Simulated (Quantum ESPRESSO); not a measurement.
# Dielectric function and optical constants of LiCl, part 2 of 2

Wanted: where LiCl starts to absorb, how strongly, and its refractive index. The cell comes from an older database entry, whose edges can differ from later determinations, mostly by under a per cent.

Quantum ESPRESSO 7.5; DFT, PBE, plane waves with norm-conserving potentials (PseudoDojo), scalar-relativistic, independent-particle optical response without local fields and without the non-local commutator.

So far. Step 2 (Ground state): There is a gap, 6.33 eV on this mesh (points off the mesh can give less), so no carriers' term is needed.

The database entry behind the starting cell differs from later determinations by our own check (0.1 to 0.3 % short, probably kX units), so it need not match the best structure at ambient conditions.

## 3. Ground state with the final occupations

Level of this step: DFT, PBE, plane waves with norm-conserving potentials (PseudoDojo), scalar-relativistic, ground state (Quantum ESPRESSO).

The ground state once more, with the occupations that the first run showed to fit.

scf.in

```
&control
  calculation = 'scf'
  prefix = 'x'
  outdir = './tmp'
  pseudo_dir = './'
  verbosity = 'high'
/
&system
  ibrav = 0
  nat = 2
  ntyp = 2
  ecutwfc = 90
  occupations = 'fixed'
/
&electrons
  conv_thr = 1e-09
  electron_maxstep = 100
/
ATOMIC_SPECIES
  Cl 1.0 Cl.upf
  Li 1.0 Li.upf
CELL_PARAMETERS angstrom
  0.000000000000 2.564770000000 2.564770000000
  2.564770000000 0.000000000000 2.564770000000
  2.564770000000 2.564770000000 0.000000000000
ATOMIC_POSITIONS crystal
  Cl 0.500000000000 0.500000000000 0.500000000000
  Li 0.000000000000 0.000000000000 0.000000000000
K_POINTS automatic
  8 8 8 0 0 0
```

Started as:

```
mpirun -n 4 pw.x -nk 4 -in scf.in
```

What it wrote:

```text
[banner, memory and clock lines left out]

     using ibrav=0 with symmetry is DISCOURAGED, use correct ibrav instead

     G-vector sticks info

     bravais-lattice index     =            0
     lattice parameter (alat)  =       6.8543  a.u.
     unit-cell volume          =     227.7046 (a.u.)^3
     number of atoms/cell      =            2
     number of atomic types    =            2
     number of electrons       =        10.00
     number of Kohn-Sham states=            5
     kinetic-energy cutoff     =      90.0000  Ry
     charge density cutoff     =     360.0000  Ry
     scf convergence threshold =      1.0E-09
     mixing beta               =       0.7000
     number of iterations used =            8  plain     mixing
     Exchange-correlation= PBE
                           (   1   4   3   4   0   0   0)

     celldm(1)=   6.854287  celldm(2)=   0.000000  celldm(3)=   0.000000
     celldm(4)=   0.000000  celldm(5)=   0.000000  celldm(6)=   0.000000

     crystal axes: (cart. coord. in units of alat)
               a(1) = (   0.000000   0.707107   0.707107 )
               a(2) = (   0.707107   0.000000   0.707107 )
               a(3) = (   0.707107   0.707107   0.000000 )

     reciprocal axes: (cart. coord. in units 2 pi/alat)
               b(1) = ( -0.707107  0.707107  0.707107 )
               b(2) = (  0.707107 -0.707107  0.707107 )
               b(3) = (  0.707107  0.707107 -0.707107 )

     ./Cl.upf
     Pseudo is Norm-conserving + core correction, Zval =  7.0
     Generated using ONCVPSP code by D. R. Hamann
     Using radial grid of 1028 points,  6 beta functions with:
                l(1) =   0
                l(2) =   0
                l(3) =   1
                l(4) =   1
                l(5) =   2
                l(6) =   2

     ./Li.upf
     Pseudo is Norm-conserving, Zval =  3.0
     Generated using ONCVPSP code by D. R. Hamann
     Using radial grid of 1944 points,  4 beta functions with:
                l(1) =   0
                l(2) =   0
                l(3) =   1
                l(4) =   1

     atomic species   valence    mass     pseudopotential
     Cl                7.00     1.00000     Cl( 1.00)
     Li                3.00     1.00000     Li( 1.00)

     48 Sym. Ops., with inversion, found

                                    s                        frac. trans.

     [... symmetry matrices left out ...]
   Cartesian axes

     site n.     atom                  positions (alat units)
         1        Cl     tau(   1) = (   0.7071068   0.7071068   0.7071068  )
         2        Li     tau(   2) = (   0.0000000   0.0000000   0.0000000  )

   Crystallographic axes

     site n.     atom                  positions (cryst. coord.)
         1        Cl     tau(   1) = (  0.5000000  0.5000000  0.5000000  )
         2        Li     tau(   2) = (  0.0000000  0.0000000  0.0000000  )

     number of k points=    29
                       cart. coord. in units 2pi/alat
        k(    1) = (   0.0000000   0.0000000   0.0000000), wk =   0.0039062
        k(    2) = (   0.0883883   0.0883883  -0.0883883), wk =   0.0312500
        k(    3) = (   0.1767767   0.1767767  -0.1767767), wk =   0.0312500
        k(    4) = (   0.2651650   0.2651650  -0.2651650), wk =   0.0312500
        k(    5) = (  -0.3535534  -0.3535534   0.3535534), wk =   0.0156250
        k(    6) = (   0.1767767   0.0000000   0.0000000), wk =   0.0234375
        k(    7) = (   0.2651650   0.0883883  -0.0883883), wk =   0.0937500
        k(    8) = (   0.3535534   0.1767767  -0.1767767), wk =   0.0937500
        k(    9) = (  -0.2651650  -0.4419417   0.4419417), wk =   0.0937500
        k(   10) = (  -0.1767767  -0.3535534   0.3535534), wk =   0.0937500
        k(   11) = (  -0.0883883  -0.2651650   0.2651650), wk =   0.0937500
        k(   12) = (   0.0000000  -0.1767767   0.1767767), wk =   0.0468750
        k(   13) = (   0.3535534   0.0000000   0.0000000), wk =   0.0234375
        k(   14) = (   0.4419417   0.0883883  -0.0883883), wk =   0.0937500
        k(   15) = (  -0.1767767  -0.5303301   0.5303301), wk =   0.0937500
        k(   16) = (  -0.0883883  -0.4419417   0.4419417), wk =   0.0937500
[...]
cryst. coord.
[...]
k(   22) = (   0.1250000   0.2500000   0.3750000), wk =   0.0937500
        k(   23) = (   0.1250000   0.2500000  -0.5000000), wk =   0.1875000
        k(   24) = (   0.1250000   0.2500000  -0.3750000), wk =   0.0937500
        k(   25) = (   0.1250000   0.3750000  -0.5000000), wk =   0.0937500
        k(   26) = (   0.1250000   0.3750000  -0.3750000), wk =   0.1875000
        k(   27) = (   0.1250000   0.3750000  -0.2500000), wk =   0.0937500
        k(   28) = (   0.1250000  -0.5000000  -0.3750000), wk =   0.0468750
        k(   29) = (   0.2500000  -0.5000000  -0.2500000), wk =   0.0234375

     Dense  grid:    26301 G-vectors     FFT dimensions: (  45,  45,  45)

     Initial potential from superposition of free atoms

     starting charge       9.9954, renormalised to      10.0000
     Starting wfcs are    6 randomized atomic wfcs

     Self-consistent Calculation

     iteration #  1     ecut=    90.00 Ry     beta= 0.70
     Davidson diagonalization with overlap

            53 MiB given to the printing process from OS
            21 MiB allocation reported by mallinfo(arena+hblkhd)
------------------
     ethr =  1.00E-02,  avg # of iterations =  1.6

     Threshold (ethr) on eigenvalues was too large:
     Diagonalizing with lowered threshold

     Davidson diagonalization with overlap

            53 MiB given to the printing process from OS
            24 MiB allocation reported by mallinfo(arena+hblkhd)
------------------
     ethr =  2.75E-04,  avg # of iterations =  1.9

     total energy              =     -47.46723736 Ry
     estimated scf accuracy    <       0.02257878 Ry

     iteration #  2     ecut=    90.00 Ry     beta= 0.70
     Davidson diagonalization with overlap

            63 MiB given to the printing process from OS
            29 MiB allocation reported by mallinfo(arena+hblkhd)
------------------
     ethr =  2.26E-04,  avg # of iterations =  2.0

     total energy              =     -47.47338970 Ry
     estimated scf accuracy    <       0.00329040 Ry

     iteration #  3     ecut=    90.00 Ry     beta= 0.70
     Davidson diagonalization with overlap

            64 MiB given to the printing process from OS
            29 MiB allocation reported by mallinfo(arena+hblkhd)
------------------
     ethr =  3.29E-05,  avg # of iterations =  2.0

     total energy              =     -47.47402982 Ry
     estimated scf accuracy    <       0.00009727 Ry

     iteration #  4     ecut=    90.00 Ry     beta= 0.70
     Davidson diagonalization with overlap

            65 MiB given to the printing process from OS
            30 MiB allocation reported by mallinfo(arena+hblkhd)
------------------
     ethr =  9.73E-07,  avg # of iterations =  2.7

     total energy              =     -47.47405633 Ry
     estimated scf accuracy    <       0.00001998 Ry

     iteration #  5     ecut=    90.00 Ry     beta= 0.70
     Davidson diagonalization with overlap

            66 MiB given to the printing process from OS
            31 MiB allocation reported by mallinfo(arena+hblkhd)
------------------
     ethr =  2.00E-07,  avg # of iterations =  2.0

     total energy              =     -47.47406169 Ry
     estimated scf accuracy    <       0.00000067 Ry

     iteration #  6     ecut=    90.00 Ry     beta= 0.70
     Davidson diagonalization with overlap

            67 MiB given to the printing process from OS
            32 MiB allocation reported by mallinfo(arena+hblkhd)
------------------
     ethr =  6.68E-09,  avg # of iterations =  2.0

     total energy              =     -47.47406183 Ry
     estimated scf accuracy    <          1.0E-08 Ry

     iteration #  7     ecut=    90.00 Ry     beta= 0.70
     Davidson diagonalization with overlap

            67 MiB given to the printing process from OS
            33 MiB allocation reported by mallinfo(arena+hblkhd)
------------------
     ethr =  9.99E-11,  avg # of iterations =  3.8

     End of self-consistent calculation

          k = 0.0000 0.0000 0.0000 (  3287 PWs)   bands (ev):

   -41.8050 -11.7299   1.6667   1.6667   1.6667

     occupation numbers
     1.0000   1.0000   1.0000   1.0000   1.0000

          k = 0.0884 0.0884-0.0884 (  3299 PWs)   bands (ev):

   -41.8046 -11.6545   1.1410   1.6258   1.6258

     occupation numbers
     1.0000   1.0000   1.0000   1.0000   1.0000

          k = 0.1768 0.1768-0.1768 (  3305 PWs)   bands (ev):

   -41.8036 -11.4625   0.0880   1.5322   1.5322

     occupation numbers
     1.0000   1.0000   1.0000   1.0000   1.0000

          k = 0.2652 0.2652-0.2652 (  3284 PWs)   bands (ev):

   -41.8026 -11.2540  -0.8029   1.4454   1.4454

     occupation numbers
     1.0000   1.0000   1.0000   1.0000   1.0000

          k =-0.3536-0.3536 0.3536 (  3274 PWs)   bands (ev):

   -41.8022 -11.1619  -1.1446   1.4113   1.4113

     occupation numbers
     1.0000   1.0000   1.0000   1.0000   1.0000

          k = 0.1768 0.0000 0.0000 (  3295 PWs)   bands (ev):

   -41.8044 -11.6285   1.1944   1.4851   1.4851

     occupation numbers
     1.0000   1.0000   1.0000   1.0000   1.0000

          k = 0.2652 0.0884-0.0884 (  3290 PWs)   bands (ev):

   -41.8036 -11.4727   0.3774   1.3249   1.3902

     occupation numbers
     1.0000   1.0000   1.0000   1.0000   1.0000

          k = 0.3536 0.1768-0.1768 (  3284 PWs)   bands (ev):

   -41.8027 -11.2645  -0.5239   1.2086   1.2382

     occupation numbers
     1.0000   1.0000   1.0000   1.0000   1.0000

     [... further k points left out ...]

     highest occupied level (ev):     1.6667

!    total energy              =     -47.47406184 Ry
     estimated scf accuracy    <          8.4E-10 Ry

     The total energy is the sum of the following terms:
     one-electron contribution =     -10.49980123 Ry
     hartree contribution      =       7.60825187 Ry
     xc contribution           =     -12.42764901 Ry
     ewald contribution        =     -32.15486348 Ry

     convergence has been achieved in   7 iterations

     XML data file, charge density, pseudopotentials, collected wavefunctions

                                        0.00s GPU  (     208 calls)
```

The job ended after 3 s (4 MPI ranks of Arm Neoverse V2, shared host; peak memory 0.07 GiB; 12 s of CPU time).

## 4. Bands on the whole mesh, 12×12×12

The response needs many more empty bands than the density does.

This step: DFT, PBE, plane waves with norm-conserving potentials (PseudoDojo), scalar-relativistic, bands at fixed density (Quantum ESPRESSO 7.5).

nscf.in, as its differences from scf.in of step 3:

```diff
@@ -1,3 +1,3 @@
 &control
-  calculation = 'scf'
+  calculation = 'nscf'
   prefix = 'x'
@@ -5,3 +5,2 @@
   pseudo_dir = './'
-  verbosity = 'high'
 /
@@ -13,2 +12,5 @@
   occupations = 'fixed'
+  nbnd = 21
+  nosym = .true.
+  noinv = .true.
 /
@@ -17,2 +19,3 @@
   electron_maxstep = 100
+  diago_full_acc = .true.
 /
@@ -29,2 +32,2 @@
 K_POINTS automatic
-  8 8 8 0 0 0
+  12 12 12 0 0 0
```

Started as:

```
mpirun -n 4 pw.x -nk 4 -in nscf.in
```

What it wrote:

```text
[banner, memory and clock lines left out]

     Atomic positions and unit cell read from directory:

     G-vector sticks info

     bravais-lattice index     =            0
     lattice parameter (alat)  =       6.8543  a.u.
     unit-cell volume          =     227.7046 (a.u.)^3
     number of atoms/cell      =            2
     number of atomic types    =            2
     number of electrons       =        10.00
     number of Kohn-Sham states=           21
     kinetic-energy cutoff     =      90.0000  Ry
     charge density cutoff     =     360.0000  Ry
     Exchange-correlation= PBE
                           (   1   4   3   4   0   0   0)

     celldm(1)=   6.854287  celldm(2)=   0.000000  celldm(3)=   0.000000
     celldm(4)=   0.000000  celldm(5)=   0.000000  celldm(6)=   0.000000

     crystal axes: (cart. coord. in units of alat)
               a(1) = (   0.000000   0.707107   0.707107 )
               a(2) = (   0.707107   0.000000   0.707107 )
               a(3) = (   0.707107   0.707107   0.000000 )

     reciprocal axes: (cart. coord. in units 2 pi/alat)
               b(1) = ( -0.707107  0.707107  0.707107 )
               b(2) = (  0.707107 -0.707107  0.707107 )
               b(3) = (  0.707107  0.707107 -0.707107 )

     ./Cl.upf
     Pseudo is Norm-conserving + core correction, Zval =  7.0
     Generated using ONCVPSP code by D. R. Hamann
     Using radial grid of 1028 points,  6 beta functions with:
                l(1) =   0
                l(2) =   0
                l(3) =   1
                l(4) =   1
                l(5) =   2
                l(6) =   2

     ./Li.upf
     Pseudo is Norm-conserving, Zval =  3.0
     Generated using ONCVPSP code by D. R. Hamann
     Using radial grid of 1944 points,  4 beta functions with:
                l(1) =   0
                l(2) =   0
                l(3) =   1
                l(4) =   1

     atomic species   valence    mass     pseudopotential
     Cl                7.00     1.00000     Cl( 1.00)
     Li                3.00     1.00000     Li( 1.00)

     No symmetry found

   Cartesian axes

     site n.     atom                  positions (alat units)
         1        Cl     tau(   1) = (   0.7071068   0.7071068   0.7071068  )
         2        Li     tau(   2) = (   0.0000000   0.0000000   0.0000000  )

     number of k points=  1728

     Number of k-points >= 100: set verbosity='high' to print them.

     Dense  grid:    26301 G-vectors     FFT dimensions: (  45,  45,  45)

     The potential is recalculated from file :

     Starting wfcs are    6 randomized atomic wfcs +   15 random wfcs

     Band Structure Calculation
     Davidson diagonalization with overlap

     ethr =  1.00E-11,  avg # of iterations = 31.3

     End of band structure calculation

     Number of k-points >= 100: set verbosity='high' to print the bands.

     highest occupied, lowest unoccupied level (ev):     1.6698    7.9953

     XML data file, pseudopotentials, collected wavefunctions

                                        0.00s GPU  (   15068 calls)

[... left out ...]
ulation
     Davidson diagonalization with overlap

     ethr =  1.00E-11,  avg # of iterations = 31.3

     End of band structure calculation

     Number of k-points >= 100: set verbosity='high' to print the bands.

     highest occupied, lowest unoccupied level (ev):     1.6698    7.9953

     XML data file, pseudopotentials, collected wavefunctions

                                        0.00s GPU  (   15068 calls)
```

Run time: 5.9 min. Hardware: 4 MPI ranks; peak memory 0.06 GiB.

## 5. Dielectric function

With the density converged, the vertical transitions are summed over the zone.

This step: DFT, PBE, plane waves with norm-conserving potentials (PseudoDojo), scalar-relativistic, independent-particle optical response without local fields and without the non-local commutator (Quantum ESPRESSO 7.5).

epsilon.in

```
&inputpp
  prefix = 'x'
  outdir = './tmp'
  calculation = 'eps'
/
&energy_grid
  smeartype = 'gauss'
  intersmear = 0.3
  wmin = 0.0
  wmax = 22
  nw = 500
/
```

Started as:

```
mpirun -n 4 epsilon.x -nk 4 -in epsilon.in
```

What it wrote:

```text
[banner, memory and clock lines left out]

     Broadcasting variables...

     IMPORTANT: XC functional enforced from input :
     Exchange-correlation= PBE
                           (   1   4   3   4   0   0   0)
     Any further DFT definition will be discarded

     G-vector sticks info

     Fermi energy [eV] is:  1.66982
     The system is a dielectric...
     metallic system: redefining wmin =     0.000000

     Performing eps calculation...

     xx,yy,zz plasmon frequences [eV] are:    17.948117477   17.948117478   17.948117477
```

Wall time 1.7 s (4 MPI ranks); peak memory 0.05 GiB.

This step gave:

```
electronic dielectric constant ε∞, mean over x, y and z (by symmetry where fewer were run) : 3.756
main peak of Im epsilon, first axis                                                        : 9.980 eV
```

The Im ε, any direction has structure finer than the step of the table below, so its rows give means over 2 eV, whole bins alone (the curve runs from 0 to 22 eV). Peaks (eV: height): 8.0: 5.45, 9.1: 7.30, 10.0: 8.76.

Values under the direct gap are tails of Lorentzian lines. The Im ε, any direction by photon energy; means over each step:

```csv
photon energy (eV),"Im ε, any direction"
2,0.0195
4,0.0576
6,0.472
8,4.83
10,7.37
12,4.59
14,1.53
16,1.11
18,1.04
20,0.994
```

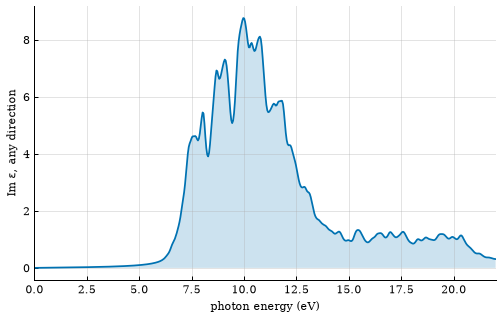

Im ε, any direction, plotted against photon energy.

The Re ε, any direction by photon energy:

```csv
photon energy (eV),"Re ε, any direction"
0,3.76
2,3.88
4,4.33
6,5.79
8,6.09
10,2.47
12,-2.65
14,-1.37
16,-0.166
18,-0.168
20,-0.227
22,-0.115
```

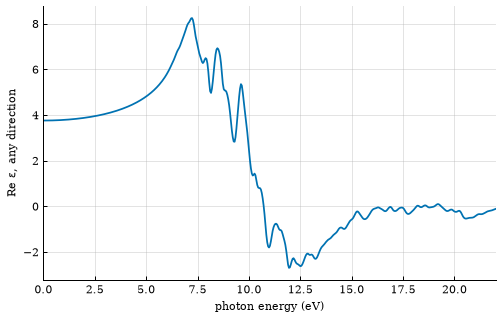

Re ε, any direction against photon energy.

The refractive index n and extinction k by photon energy:

```csv
photon energy (eV),n,k
0,1.94,0
2,1.97,0.00480
4,2.08,0.0130
6,2.41,0.0493
8,2.66,1.00
10,2.40,1.82
12,1.17,2.00
14,0.537,1.29
16,0.627,0.748
18,0.598,0.724
20,0.658,0.812
22,0.327,0.471
```

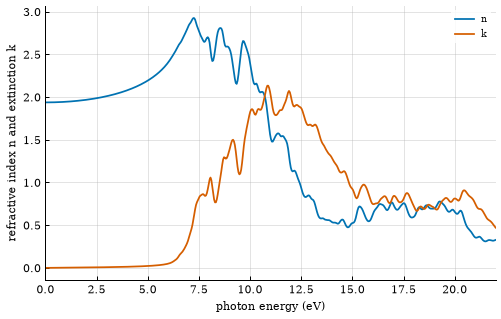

Refractive index n and extinction k, plotted against photon energy.

Values under the direct gap are tails of Lorentzian lines. Table of loss function −Im 1/ε at q → 0, any direction by energy loss; read off at these points:

```csv
energy loss (eV),"loss function −Im 1/ε at q → 0, any direction"
0.0,0
1.0,6.1e-4
2.0,0.00126
3.0,0.00199
4.0,0.00290
5.0,0.00419
6.0,0.00708
7.0,0.0292
8.0,0.0814
9.0,0.0985
10.0,0.106
11.0,0.148
12.0,0.162
13.0,0.229
14.0,0.364
15.0,0.760
15.2,0.916
16.0,1.03
17.0,0.790
18.0,1.11
19.0,1.02
20.0,0.895
21.0,1.11
22.0,2.85
```

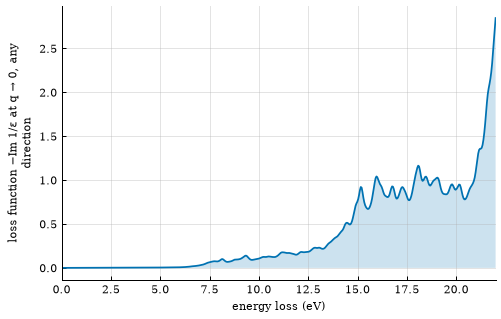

Loss function −Im 1/ε at q → 0, any direction against energy loss.

The reflectivity at normal incidence, any direction has structure finer than the step of the table below, so its rows give means over 1 eV, whole bins alone (the curve runs from 0 to 22 eV). Peaks (eV: height): 9.1: 30.6, 10.9: 42.5, 13.4: 52.7, 15.7: 31.7, 17.8: 25.8, 21.4: 41.0.

Reflectivity at normal incidence, any direction against photon energy; means over each step:

```csv
photon energy (eV),"reflectivity at normal incidence, any direction (%)"
1,10.3
2,10.7
3,11.3
4,12.3
5,14.0
6,17.2
7,23.4
8,24.8
9,28.4
10,33.3
11,38.4
12,43.6
13,48.6
14,45.7
15,33.1
16,24.1
17,20.2
18,20.8
19,17.2
20,23.1
21,38.2
```

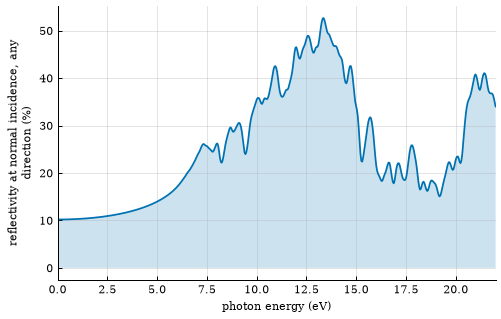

Reflectivity at normal incidence, any direction, plotted against photon energy.

Optical constants at common wavelengths, from n + ik = √ε:

```csv
wavelength (nm),n,k,R (%),1/α
1550,1.94,0.002,10.3,69 µm
1064,1.95,0.003,10.3,32 µm
800,1.96,0.004,10.5,18 µm
633,1.97,0.005,10.6,11 µm
532,1.98,0.006,10.8,7.3 µm
308,2.08,0.013,12.3,1.9 µm
248,2.19,0.022,14.0,893 nm
```

Below the direct gap, k and the depth come from the tails of the Lorentzian lines, not from transitions.

Rows near the edge hang on the gap, which this functional as a rule makes too small, and phonon-assisted absorption is left out.

## 6. Outcome

```
electronic dielectric constant ε∞, mean over x, y and z (by symmetry where fewer were run) (independent particles) : 3.76
main peak of Im epsilon, first axis                                                                                : 9.98 eV
```

In words: At this level (PBE, independent particles) LiCl has ε∞ = 3.76 and n = 1.94 at 1550 nm, and Im ε peaks at 10.0 eV. Distinct maxima of Im ε, read by a parabola through the highest points, lie at 9.09 eV (7.3), 9.98 eV (8.8), 10.75 eV (8.1) and 11.78 eV (5.9). Excitons and phonon-assisted transitions are missing, and so are local fields; PBE gaps are as a rule too small, which pulls the onset down and ε∞ up. epsilon.x leaves out the commutator of the non-local potential, so its intensities are off, as a rule too high. The sum runs over mesh points, so small or evenly spaced maxima can still be ripples of the mesh.

[Machine, clock, banner and «Message from routine» lines are left out of the logs.]

[Logs are printed without paths, hosts, clocks, repeated set-up lines and the standing remarks that a program may print on its own settings, such as how far it seeks lower states.]

[Hosts, paths, dates, database ids (printed as entryN), source tags and the programs' standing remarks are cut or masked in the printed files.]
